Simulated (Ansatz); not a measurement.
## Run report: SnO₂, geometry relaxation

System: SnO₂ (P4₂/nmc, 12 atoms in the cell).
Method: DFT r2SCAN, scalar-relativistic, plane waves, PAW, no spin polarisation (Ansatz 0.2.0).

The structure derives from a Materials Project entry. It belongs to a series of runs on one base structure; here: 4 of 4 Zr sites taken by Sn, cell and atoms relaxed.

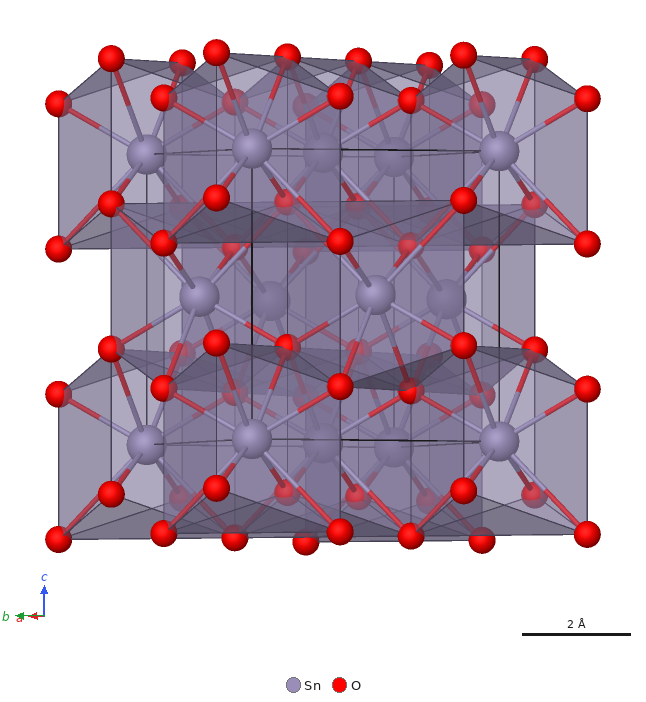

The structure as given in the input (polyhedral view of the cell of the calculation, seen at an oblique angle; polyhedra are completed across the faces of the cell).

The input:
```yaml
crystal:
  lattice:
    - [3.5493453338, -3.5493453338, 0.0]
    - [3.5493453338, 3.5493453338, 0.0]
    - [0.0, 0.0, 5.4277521636]
  atoms:
    - { symbol: Sn, position: [1.0, 0.0, 0.0] }
    - { symbol: Sn, position: [0.5, 0.5, 0.0] }
    - { symbol: Sn, position: [0.0, 0.5, 0.5] }
    - { symbol: Sn, position: [0.5, 0.0, 0.5] }
    - { symbol: O, position: [0.25, 0.75, 0.3227804317] }
    - { symbol: O, position: [0.75, 0.25, 0.3227804317] }
    - { symbol: O, position: [0.25, 0.75, 0.8227804317] }
    - { symbol: O, position: [0.75, 0.25, 0.8227804317] }
    - { symbol: O, position: [0.75, 0.75, 0.6772195683] }
    - { symbol: O, position: [0.25, 0.25, 0.6772195683] }
    - { symbol: O, position: [0.25, 0.25, 0.1772195683] }
    - { symbol: O, position: [0.75, 0.75, 0.1772195683] }
basis:
  ecutwfc: 500
kpoints:
  mp_grid: { grid: [6, 6, 6] }
hamiltonian:
  xc: r2scan
scf:
  occupations: { method: gaussian, width: 0.02 }
output:
  forces: true
  stress: true
  eigenvalues: true
relax:
  adjacent_minimum: "off"
  f_tol: 0.015
  max_steps: 60
  cell: { stress_tol: 0.15 }
```

Command:
```bash
ansatz run input.yaml --threads 2 --pin off --max-ram 5120MiB --backend cpu --events-out ev --progress --plain --runs-dir out
```

Log:
```
Engine: ansatz 0.2.0, x86_64-unknown-linux-gnu
Pseudopotentials: kind: paw
Pseudopotential: Sn, paw, valence charge 14, recommended cutoff 500 eV (meta_gga), Sn.paw.azcp
Pseudopotential: O, paw, valence charge 6, recommended cutoff 500 eV (meta_gga), O.paw.azcp
Functional definition: r2SCAN
  parameter k0 = 0.174
  parameter k1 = 0.065
  parameter a1 = 4.9479
  exchange = r2scan_x(k0 = k0, k1 = k1, a1 = a1)
  correlation = r2scan_c
Crystal: 12 atoms, lattice volume = 136.756 Å³
Basis set: ecut = 500 eV, 3487 PW (Γ), exchange–correlation on 160×160×160 points (64 copies of the dense FFT grid, shifted against one another)
Bands: 64, of which v1, the nominal top of the filled ones, is band 52 counted from 1 (51 counted from 0)
Symmetry: 32 space group operations
Space group: P42/nmc (ITA 137), of the structure as read, at distance tolerance 5.2e-5 Å
k-points: 40 of 216
Non-local potential: Sn, projectors of the file, l = 0: 2, l = 1: 2, l = 2: 2, l = 3: 2
Non-local potential: O, projectors of the file, l = 0: 2, l = 1: 2, l = 2: 1
PAW form: soft (Blöchl's): semilocal exchange-correlation on the pseudo side does not see the compensation charge
PAW frozen core: Sn, regenerated for the run's functional (the file was generated under x = pbe(κ = 0.804, μ = 0.2195149727645171), c = pbe(β = 0.06672455060314922))
PAW frozen core: O, regenerated for the run's functional (the file was generated under x = pbe(κ = 0.804, μ = 0.2195149727645171), c = pbe(β = 0.06672455060314922))
PAW one-centre angular grid: Sn, 590 points (default); XC on 249 of its mesh's 2787 points in the sphere
PAW one-centre angular grid: O, 302 points (default); XC on 160 Gauss nodes
Initial density: superposition of atomic densities (neutral atoms: chi_scale 0, normalization atom), corrected by the library's trained network
Initial wavefunctions: pseudopotential atomic-orbital guess
Functional: x = r2scan, c = r2scan; τ floored in thin density (d = 2e-4 eV/Å³)
SCF iter   1: F=—  HF=-28702.497481 eV  |F-HF|=—  |Δ(HF+E_count)|=         —  Δρ=1.21e-2  dr2=1.81e-1  dr2_τ=5.50e-1  ethr=1.77e-3  ⟨swp⟩=6.3  Hψ=10293  notcnv=0  defer=13
preconditioner: auto → Resta (q_TF=auto, 2.607 Å⁻¹)  ε∞=3.5  [insulator: Δε(μ)=1.781 eV  Ē_g=20.380 eV  σ=0.020 eV  W_gap=1.00  n_scr=32 (ndim 8)  ℏωp=32.4 eV  f_vac=0.025  D(μ)=0.00/eV (n_scr^D=0)  ε∞_Penn≈3.5]
SCF iter   2: F=—  HF=-28702.707563 eV  |F-HF|=—  |Δ(HF+E_count)|=   2.10e-1  Δρ=6.63e-3  dr2=3.55e-2  dr2_τ=3.26e-3  ethr=1.74e-4  ⟨swp⟩=2.0  Hψ=4389  notcnv=0  defer=296
SCF iter   3: F=—  HF=-28702.704977 eV  |F-HF|=—  |Δ(HF+E_count)|=   2.59e-3  Δρ=1.62e-3  dr2=2.46e-3  dr2_τ=2.40e-4  ethr=3.41e-5  ⟨swp⟩=2.0  Hψ=2448  notcnv=0  defer=296
SCF iter   4: F=—  HF=-28702.705058 eV  |F-HF|=—  |Δ(HF+E_count)|=   8.05e-5  Δρ=3.19e-4  dr2=8.22e-5  dr2_τ=1.22e-5  ethr=2.36e-6  ⟨swp⟩=2.4  Hψ=3580  notcnv=0  defer=296
SCF iter   5: F=—  HF=-28702.705064 eV  |F-HF|=—  |Δ(HF+E_count)|=   5.67e-6  Δρ=1.12e-4  dr2=1.78e-5  dr2_τ=1.15e-6  ethr=7.91e-8  ⟨swp⟩=2.0  Hψ=3486  notcnv=0  defer=296
SCF iter   6: F=—  HF=-28702.705059 eV  |F-HF|=—  |Δ(HF+E_count)|=   4.41e-6  Δρ=3.35e-5  dr2=1.38e-6  dr2_τ=6.36e-8  ethr=1.71e-8  ⟨swp⟩=2.1  Hψ=3295  notcnv=0  defer=296
SCF iter   7: F=-28702.705059 eV  HF=-28702.705059 eV  |F-HF|=2.91e-9  |Δ(HF+E_count)|=   2.81e-7  Δρ=4.34e-6  dr2=1.94e-8  dr2_τ=1.52e-9  ethr=9.62e-11  ⟨swp⟩=9.7  Hψ=14027  notcnv=0
SCF 1 converged in 7 iterations: F = -28702.705059 eV  dr2 = 1.94e-8
  greatest PAW one-centre occupation: 0.994 electrons in one spin orbital (limit 2), on the Sn atom at site 3 (counted from 0), in its partial waves of l = 2
relax step   1: F+E_penalty+E_count = -28702.70505893 eV  Δ(F+E_penalty+E_count) = +0.000e0 eV  max|allowed force component| = 1.305e-3 eV/Å  Δτ_max = 0.0000 Å  P = +0.023 GPa  Ω = 136.756 Å³  (7 SCF iters, dr2 threshold 1.00e-7 eV, accepted)
Initial density: handed on by an earlier stage of this run
Initial wavefunctions: pseudopotential atomic-orbital guess (no wavefunctions were taken with the density)
iter 1 solved again at ethr=9.50e-8 eV; its pass at ethr=3.10e-3 eV (dr2=9.88e-5 eV) is discarded
SCF iter   1: F=—  HF=-28702.705061 eV  |F-HF|=—  |Δ(HF+E_count)|=         —  Δρ=4.18e-6  dr2=2.30e-8  dr2_τ=1.52e-9  ethr=9.50e-8  ⟨swp⟩=3.2  Hψ=17601  notcnv=0
eigensolver tolerance schedule: the retry pair's looser diagonalisation over-reported the residual by 4292.11 of it (diagonalisation noise at 0.15 of the residual, at the tolerance the schedule requests for it); recorded, not acted on — ethr = c·dr2/N_el stays at c = 1.0e-1
preconditioner: auto → Resta (q_TF=auto, 2.607 Å⁻¹)  ε∞=3.5  [insulator: Δε(μ)=1.702 eV  Ē_g=20.358 eV  σ=0.020 eV  W_gap=1.00  n_scr=32 (ndim 8)  ℏωp=32.4 eV  f_vac=0.026  D(μ)=0.00/eV (n_scr^D=0)  ε∞_Penn≈3.5]
SCF iter   2: F=—  HF=-28702.705059 eV  |F-HF|=—  |Δ(HF+E_count)|=   2.55e-6  Δρ=3.46e-6  dr2=1.06e-8  dr2_τ=1.30e-9  ethr=2.21e-11  ⟨swp⟩=3.1  Hψ=5600  notcnv=0
SCF iter   3: F=—  HF=-28702.705059 eV  |F-HF|=—  |Δ(HF+E_count)|=  9.97e-10  Δρ=1.21e-6  dr2=2.93e-9  dr2_τ=1.70e-10  ethr=1.02e-11  ⟨swp⟩=2.0  Hψ=3417  notcnv=0
SCF iter   4: F=-28702.705059 eV  HF=-28702.705059 eV  |F-HF|=4.77e-10  |Δ(HF+E_count)|=  4.07e-10  Δρ=8.25e-7  dr2=6.73e-10  dr2_τ=7.97e-11  ethr=1.04e-12  ⟨swp⟩=4.4  Hψ=8102  notcnv=0
SCF 2 converged in 4 iterations: F = -28702.705059 eV  dr2 = 6.73e-10
relax step   2: F+E_penalty+E_count = -28702.70505893 eV  Δ(F+E_penalty+E_count) = -9.459e-10 eV  max|allowed force component| = 1.296e-3 eV/Å  Δτ_max = 0.0000 Å  P = +0.023 GPa  Ω = 136.756 Å³  stress off target by 2.74e-2 GPa  SCF on the basis re-selected at this cell (its energy is not comparable with the rows above)  (4 SCF iters)
```

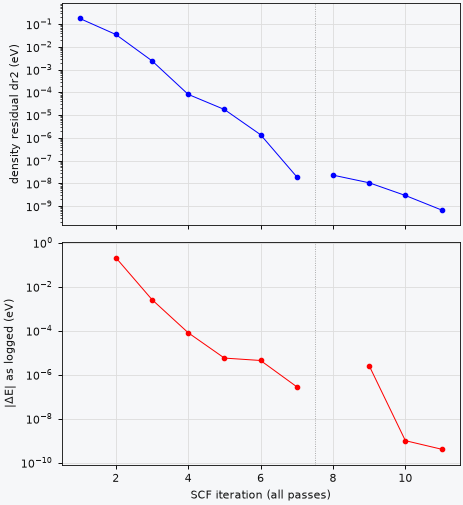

Convergence of the self-consistent field: density residual dr2 and size of the energy change against the SCF iteration. The dotted lines part the SCF passes of the relaxation: geometry steps, rejected trials and re-solves on a re-selected basis. The passes take 7 and 4 iterations.

```
basis re-selected at this cell: Δ(F+E_penalty+E_count) = -9.459e-10 eV, ΔP = +0.000 GPa vs the last step (what re-selecting the basis moved, of the pressure what is left beyond the Pulay correction that the steps carried, after the strain that the cell walked since its last selection, with what the two solves' SCF thresholds leave and, on support functions, any second-order correction that the steps lacked; it is no measure of the basis error at this ecutwfc). This SCF's stress stands 2.74e-2 GPa from its target on what of the cell is left free (relax.cell.stress_tol is 1.50e-1 GPa) and its largest allowed force component is 1.30e-3 eV/Å (relax.f_tol is 1.50e-2 eV/Å): within both
SCF converged after 4 iterations
Free energy (F): -28702.705059 eV
Harris-Foulkes:  -28702.705059 eV  (|F-HF|=4.77e-10)
Internal energy: -28702.705059 eV  (E = F + TS)
E sigma→0 (E₀):  -28702.705059 eV
Fermi energy:    10.685953 eV
--- Per-component energies (eV) ---
  E_band       = -211.879220
  E_kinetic    = 2171.646945
  E_local      = -5076.936843  (includes V_loc(G=0)·N_el)
  E_nonlocal   = 261.822722
  E_hartree    = 2714.232314
  E_xc         = -2073.476082
  E_vxc        = -1247.062185  (∫ρ·V_xc dr)
  E_paw        = -17967.537989  (= ΣΔE_a)
  E_vpaw       = -1827.859616  (= ΣTr[D̂ρ^β])
  E_aug_tail   = 0.008071  (compensation charges beyond the density's cutoff)
  E_vtau       = 78.035766  (kinetic-family band-sum trace: ∫τ·v_τ [+ j·A + Jᵃ·Aᵃ] dr)
  E_ewald      = -8735.149949
  E_core_change = 2.685752  (= ΣΔE_core)
  E_smearing   = -0.000000  (= −TS)
  E_closure    = 0.000000  (closes the sum)
  Σ components = -28702.705059   (vs F -28702.705059, Δ=0.00e0)
--- Forces (eV/Å), atoms counted from 1 ---
  atom   1  Sn    -0.00000000     0.00000000     0.00000000
  atom   2  Sn    -0.00000000     0.00000000    -0.00000000
  atom   3  Sn     0.00000000    -0.00000000    -0.00000000
  atom   4  Sn     0.00000000    -0.00000000    -0.00000000
  atom   5  O     -0.00000000     0.00000000     0.00129560
  atom   6  O     -0.00000000    -0.00000000     0.00129560
  atom   7  O      0.00000000     0.00000000     0.00129560
  atom   8  O     -0.00000000     0.00000000     0.00129560
  atom   9  O      0.00000000     0.00000000    -0.00129560
  atom  10  O      0.00000000    -0.00000000    -0.00129560
  atom  11  O     -0.00000000     0.00000000    -0.00129560
  atom  12  O      0.00000000     0.00000000    -0.00129560
  max |Σ_I F_I| component: 1.30e-18 eV/Å
--- Stress (GPa, compression-positive) ---
        0.021493       0.000000       0.000000
        0.000000       0.021493       0.000000
        0.000000       0.000000       0.027368
  P = ⅓ Tr σ = 0.0235 GPa (0.235 kbar)
--- Band table (eV; the first three rows and the last of 40) ---
  k-point 0: bands = ["-11.5748", "-11.3847", "-11.3847", "-11.3090", "-10.8656", "-10.8656", "-10.7693", "-10.7204", "-10.7204", "-10.6971", "-10.6036", "-10.6036", "-10.5784", "-10.5784", "-10.5569", "-10.5569", "-10.4928", "-10.4928", "-10.4477", "-10.4218", "-9.9110", "-8.0151", "-8.0151", "-7.6245", "-7.2827", "-6.5160", "-6.5160", "-5.9243", "2.1074", "2.1074", "3.5718", "5.1544", "5.1544", "5.3664", "5.3664", "5.4597", "5.4597", "7.1235", "7.7897", "7.7897", "8.0537", "8.0537", "8.6019", "8.6019", "9.0330", "9.4246", "9.4246", "9.4502", "9.7049", "9.7049", "9.8351", "9.8351", "11.5367", "14.7204", "16.4033", "16.4033", "18.0795", "18.2594", "18.2594", "18.4887", "20.4895", "20.4895", "20.6342", "21.8068"]
  k-point 1: bands = ["-11.5599", "-11.3580", "-11.3580", "-11.3297", "-10.9124", "-10.9124", "-10.7630", "-10.7129", "-10.7129", "-10.7001", "-10.6115", "-10.6115", "-10.5736", "-10.5736", "-10.5568", "-10.5568", "-10.4974", "-10.4974", "-10.4460", "-10.4235", "-9.8207", "-8.0554", "-7.9113", "-7.9113", "-6.9181", "-6.6192", "-6.6192", "-5.9565", "2.1390", "2.1390", "3.8123", "5.2386", "5.2386", "5.2549", "5.2549", "5.6842", "5.6842", "7.2677", "7.3377", "7.3377", "8.1870", "8.3804", "8.3804", "8.7545", "8.7545", "9.0799", "9.0799", "9.4050", "9.7173", "9.7173", "9.7915", "9.7915", "12.1278", "14.7127", "16.4895", "16.4895", "17.8844", "18.0269", "18.6190", "18.6190", "20.7009", "20.7009", "21.2095", "21.7599"]
  k-point 2: bands = ["-11.5168", "-11.3839", "-11.2807", "-11.2807", "-11.0278", "-11.0278", "-10.7469", "-10.7103", "-10.6925", "-10.6925", "-10.6329", "-10.6329", "-10.5620", "-10.5620", "-10.5562", "-10.5562", "-10.5092", "-10.5092", "-10.4412", "-10.4283", "-9.5576", "-8.6248", "-7.6349", "-7.6349", "-6.8956", "-6.8956", "-6.5270", "-6.0580", "2.2071", "2.2071", "4.5033", "4.9990", "4.9990", "5.5328", "5.5328", "6.3126", "6.3126", "6.7488", "6.7488", "6.8520", "7.6758", "8.2339", "8.2339", "8.6425", "8.6425", "8.9211", "9.0873", "9.0873", "9.6555", "9.6555", "9.7409", "9.7409", "13.1655", "14.5806", "16.6759", "16.6759", "17.3880", "17.4734", "19.5189", "19.5189", "21.2817", "21.2817", "21.6673", "21.6673"]
  k-point 39: bands = ["-11.3560", "-11.3560", "-11.3560", "-11.3560", "-10.9929", "-10.9929", "-10.9929", "-10.9929", "-10.6650", "-10.6650", "-10.6650", "-10.6650", "-10.5487", "-10.5487", "-10.5487", "-10.5487", "-10.4635", "-10.4635", "-10.4635", "-10.4635", "-7.7970", "-7.7970", "-7.7970", "-7.7970", "-7.2708", "-7.2708", "-7.2708", "-7.2708", "3.8111", "3.8111", "3.8111", "3.8111", "6.3172", "6.3172", "6.3172", "6.3172", "6.8086", "6.8086", "6.8086", "6.8086", "8.0723", "8.0723", "8.0723", "8.0723", "8.5174", "8.5174", "8.5174", "8.5174", "8.5936", "8.5936", "8.5936", "8.5936", "15.4121", "15.4121", "15.4121", "15.4121", "19.1638", "19.1638", "19.1638", "19.1638", "21.2693", "21.2693", "21.2693", "21.2693"]
--- Relaxed structure (1 steps of the walk, 1 accepted, 1 SCFs on fresh bases) ---
  F+E_penalty+E_count = -28702.70505893 eV   max|allowed force component| = 1.296e-3 eV/Å   (the final SCF, on the basis selected at the relaxed cell)
  cell:  # Å, volume = 136.7560 Å³
    - [3.5493453338, -3.5493453338, 0.0]
    - [3.5493453338, 3.5493453338, 0.0]
    - [0.0, 0.0, 5.4277521636]
  atoms:
    - { symbol: Sn, position: [1.0, 0.0, 0.0] }
    - { symbol: Sn, position: [0.5, 0.5, 0.0] }
    - { symbol: Sn, position: [0.0, 0.5, 0.5] }
    - { symbol: Sn, position: [0.5, 0.0, 0.5] }
    - { symbol: O, position: [0.25, 0.75, 0.3227804317] }
    - { symbol: O, position: [0.75, 0.25, 0.3227804317] }
    - { symbol: O, position: [0.25, 0.75, 0.8227804317000001] }
    - { symbol: O, position: [0.75, 0.25, 0.8227804317000001] }
    - { symbol: O, position: [0.7500000000000001, 0.7500000000000001, 0.6772195683] }
    - { symbol: O, position: [0.25, 0.25, 0.6772195683] }
    - { symbol: O, position: [0.25, 0.25, 0.1772195683] }
    - { symbol: O, position: [0.7500000000000001, 0.7500000000000001, 0.1772195683] }
```

Trajectory as extended XYZ (Å, eV, eV/Å), 2 frames, from step=1 to step=2:
```
12
Lattice="3.5493 -3.5493 0.0000 3.5493 3.5493 0.0000 0.0000 0.0000 5.4278" Properties=species:S:1:pos:R:3:forces:R:3 step=1 energy=-28702.70506 pressure_GPa=0.02
Sn    3.5493   -3.5493    0.0000    0.0000   0.0000   0.0000
Sn    3.5493    0.0000    0.0000    0.0000   0.0000   0.0000
Sn    1.7747    1.7747    2.7139    0.0000   0.0000   0.0000
Sn    1.7747   -1.7747    2.7139    0.0000   0.0000   0.0000
O     3.5493    1.7747    1.7520    0.0000   0.0000   0.0013
O     3.5493   -1.7747    1.7520    0.0000   0.0000   0.0013
O     3.5493    1.7747    4.4658    0.0000   0.0000   0.0013
O     3.5493   -1.7747    4.4658    0.0000   0.0000   0.0013
O     5.3240    0.0000    3.6758    0.0000   0.0000  -0.0013
O     1.7747    0.0000    3.6758    0.0000   0.0000  -0.0013
O     1.7747    0.0000    0.9619    0.0000   0.0000  -0.0013
O     5.3240    0.0000    0.9619    0.0000   0.0000  -0.0013
12
Lattice="3.5493 -3.5493 0.0000 3.5493 3.5493 0.0000 0.0000 0.0000 5.4278" Properties=species:S:1:pos:R:3:forces:R:3 step=2 energy=-28702.70506 pressure_GPa=0.02
Sn    3.5493   -3.5493    0.0000    0.0000   0.0000   0.0000
Sn    3.5493    0.0000    0.0000    0.0000   0.0000   0.0000
Sn    1.7747    1.7747    2.7139    0.0000   0.0000   0.0000
Sn    1.7747   -1.7747    2.7139    0.0000   0.0000   0.0000
O     3.5493    1.7747    1.7520    0.0000   0.0000   0.0013
O     3.5493   -1.7747    1.7520    0.0000   0.0000   0.0013
O     3.5493    1.7747    4.4658    0.0000   0.0000   0.0013
O     3.5493   -1.7747    4.4658    0.0000   0.0000   0.0013
O     5.3240    0.0000    3.6758    0.0000   0.0000  -0.0013
O     1.7747    0.0000    3.6758    0.0000   0.0000  -0.0013
O     1.7747    0.0000    0.9619    0.0000   0.0000  -0.0013
O     5.3240    0.0000    0.9619    0.0000   0.0000  -0.0013
```

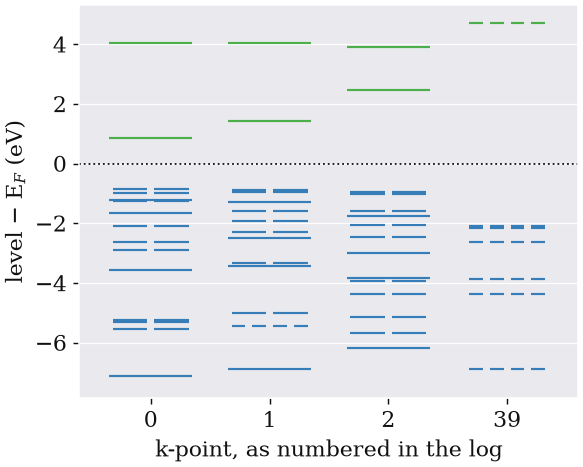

Kohn–Sham levels near the Fermi level (dotted) at the few k-points that the log prints; levels within 0.02 eV of each other stand side by side. Among these points the highest filled and lowest empty levels are 1.70 eV apart, which is the gap on the mesh.

Key numbers:

| quantity | value |
| --- | --- |
| outcome | converged |
| space group (tolerance 0.01 Å) | P4₂/nmc (137) |
| electrons treated | 104 |
| free energy | −28702.7051 eV |
| Fermi energy | 10.686 eV |
| gap on the k-point mesh | 1.70 eV |
| pressure | 0.02 GPa |
| final volume | 136.76 Å³ |
| largest force (length of the vector) at the end | 0.001 eV/Å |
| final cell | a = 5.020 Å, b = 5.020 Å, c = 5.428 Å, α = 90.00°, β = 90.00°, γ = 90.00° |
| hardware | 2 threads of Oxide Virtual Turin-like (Zen 5), 32 GiB of memory available, shared host |
| wall time | 36 s (CPU time 69 s) |
| peak memory | 0.92 GiB |
